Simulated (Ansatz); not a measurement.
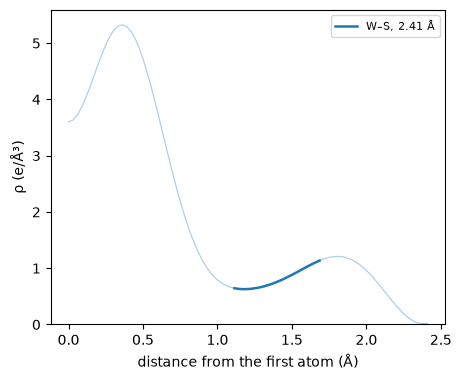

Figure. WS$_{2}$ (slab). Valence pseudo-density along straight lines between neighbouring atoms. Thin, pale parts lie inside the atomic spheres.

Method: Ansatz 0.2.0, DFT PBE+D3(BJ), scalar-relativistic, plane waves, PAW.

The density is the valence pseudo-density of a PAW calculation; it isn't the true density close to the nuclei.

The calculation's input:

```
crystal:
  lattice:
    - [9.4716094093, 0.0, 0.0]
    - [-4.7358047046, 8.2026543632, 0.0]
    - [0.0, 0.0, 22.7117666258]
  atoms:
    - { symbol: S, position: [0.4444444444, 0.2222222222, 0.3522403225] }
    - { symbol: S, position: [0.4444444444, 0.5555555556, 0.3522403225] }
    - { symbol: S, position: [0.4444444444, 0.8888888889, 0.3522403225] }
    - { symbol: S, position: [0.7777777778, 0.2222222222, 0.3522403225] }
    - { symbol: S, position: [0.7777777778, 0.5555555556, 0.3522403225] }
    - { symbol: S, position: [0.7777777778, 0.8888888889, 0.3522403225] }
    - { symbol: S, position: [0.1111111111, 0.2222222222, 0.3522403225] }
    - { symbol: S, position: [0.1111111111, 0.5555555556, 0.3522403225] }
    - { symbol: S, position: [0.1111111111, 0.8888888889, 0.3522403225] }
    - { symbol: W, position: [0.2222223485, 0.1111078406, 0.4215208784] }
    - { symbol: W, position: [0.2222091309, 0.4443973937, 0.4215665742] }
    - { symbol: W, position: [0.2220722854, 0.7777442497, 0.421832735] }
    - { symbol: W, position: [0.5555483833, 0.1111414666, 0.4216938289] }
    - { symbol: W, position: [0.5555248888, 0.4444010907, 0.4215699333] }
    - { symbol: W, position: [0.5555532809, 0.7777705052, 0.4216743255] }
    - { symbol: W, position: [0.8889281467, 0.1111408125, 0.4216948079] }
    - { symbol: W, position: [0.8889381758, 0.4445473325, 0.4217491113] }
    - { symbol: W, position: [0.8890184152, 0.7777515386, 0.421837018] }
    - { symbol: S, position: [0.4442721159, 0.2221944673, 0.4910978894] }
    - { symbol: S, position: [0.4443877182, 0.5554493915, 0.4910957777] }
    - { symbol: S, position: [0.4445889312, 0.8889455247, 0.4911195443] }
    - { symbol: S, position: [0.777804323, 0.2222762657, 0.4911610255] }
    - { symbol: S, position: [0.7774186382, 0.5552511196, 0.4910472232] }
    - { symbol: S, position: [0.7776937519, 0.8889480492, 0.4911217288] }
    - { symbol: S, position: [0.1112591291, 0.2221949388, 0.491098618] }
    - { symbol: S, position: [0.1111565041, 0.5552375255, 0.491034515] }
    - { symbol: S, position: [0.111403743, 0.8894180245, 0.4910611123] }
basis:
  ecutwfc: 420
kpoints:
  mp_grid: { grid: [2, 2, 1] }
hamiltonian:
  xc: pbe
  dispersion: d3bj
scf:
  occupations: { method: gaussian, width: 0.05 }
output:
  forces: true
  eigenvalues: true
  write_density: true
  volumetric_format: npy
efield:
  axis: 3
  dipole_correction: true
  ramp_width: 0.04
```

Run with:

```sh
ansatz run input.yaml --threads 4 --pin off --max-ram 10240MiB --backend cpu --events-out ev --progress --plain --runs-dir out
```

> What can be read from the curves?

W–S (2.41 Å): ρ at the midpoint is about 0.63 e/Å³.
